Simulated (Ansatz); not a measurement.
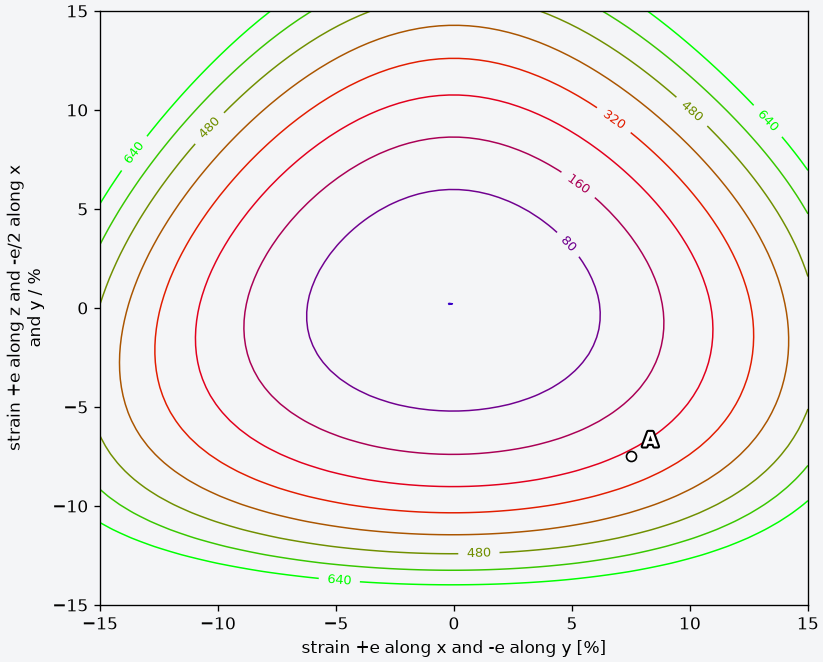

TaN (P6_3mc, No. 186; 4 atoms in the cell). 
- The energy is mapped over two homogeneous strains (x along [1 0 0], y along [1 2 0], z along [0 0 1] of the conventional cell).
- First axis: strain +e along x and -e along y. Second axis: strain +e along z and -e/2 along x and y.
- Nothing is relaxed (fractional coordinates fixed).
- The scan uses a 5 × 5 grid.
- Points are written as (first, second).
- All energies are given in meV/atom relative to the lowest grid point.
- The lowest point has no gap; 1 points of the grid have one on the k-mesh.
- Level of theory: Ansatz 0.2.0, DFT PBE, scalar-relativistic, plane waves, PAW. Settings: cutoff 520 eV, k-mesh 15×15×8 in the order of the run's cell vectors, gaussian smearing 0.15 eV, no spin polarisation.

Drawn: contour lines labelled in meV/atom (none above 640), the point A. Between grid points the surface is interpolated.

Question: Which way does the force act at A, and how strong is it?

Answer: A, at (7.5 %, −7.5 %), is not a stationary point. The computed force is 25 meV/atom for each 1 % towards smaller values of the first coordinate and 44 meV/atom for each 1 % towards larger values of the second coordinate.

PAW datasets: the set soft_1.
